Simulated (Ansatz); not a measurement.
Input

```
crystal:
  lattice:
    - [3.0440629431, 0.0, 0.0]
    - [0.0, 3.0440629431, 0.0]
    - [0.0, 0.0, 6.7433072998]
  atoms:
    - { symbol: Be, position: [0.0, 0.0, 0.6725705816] }
    - { symbol: Be, position: [0.0, 0.0, 0.0] }
    - { symbol: Be, position: [0.0, 0.0, 0.3274294184] }
    - { symbol: S, position: [0.5, 0.5, 0.7617235629] }
    - { symbol: S, position: [0.5, 0.5, 0.2382764371] }
basis:
  ecutwfc: 420
kpoints:
  mp_grid: { grid: [12, 12, 6] }
hamiltonian:
  xc: pbe
scf:
  occupations: { method: gaussian, width: 0.1 }
output:
  forces: true
  stress: true
  eigenvalues: true
  write_density: true
  write_potential: true
  elf: true
  volumetric_format: npy
relax:
  adjacent_minimum: "off"
  f_tol: 0.01
  max_steps: 80
  cell: { stress_tol: 0.05 }
```

Launched as:

```sh
ansatz run input.yaml --threads 1 --pin off --max-ram 2048MiB --backend cpu --events-out ev --progress --plain --runs-dir out
```

Below, planes, directions and counts refer to the conventional cell (a = 3.05 Å, b = 3.05 Å, c = 6.72 Å, α = 90.00°, β = 90.00°, γ = 90.00°).

The fields are those of the relaxed geometry.

Space group P4/mmm; a structure generated by program, which may or may not match a known phase.

All numbers below come from DFT PBE, scalar-relativistic, plane waves, PAW (Ansatz 0.2.0).

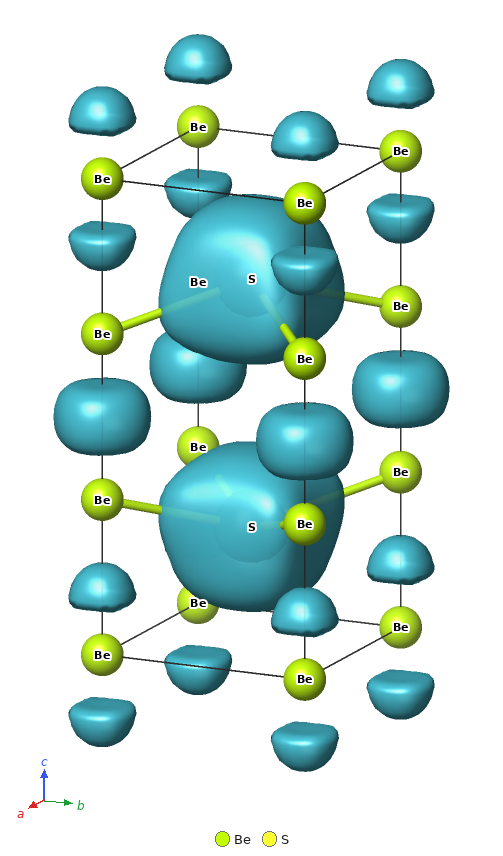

Be₃S₂. Isosurface of the electron localisation function at 0.65 (cyan), seen at an oblique angle. Core shells and regions of very low density are left out. Sticks mark near contacts.

Core electrons are frozen (PAW), and the valence fields are smoothed inside the atomic spheres.

Question: Describe the localisation domains.

Answer: The surface consists of two regions between bonded Be–Be atoms, two regions wrapped around S (the valence shell of each) and one pocket between the atoms, centred on no nucleus (multi-centre or interstitial), counted in one cell of 5 atoms. Any copies at cell faces, edges or corners count once.

Values along the shortest contacts:
Be–S (2.23 Å): the ELF peaks at about 0.85 in the valence shell of S, 0.8 Å from its nucleus, and is about 0.80 at the midpoint.

Question: Metal or insulator at this level of theory?

Answer: It is gapless in this calculation (a metal or semimetal).
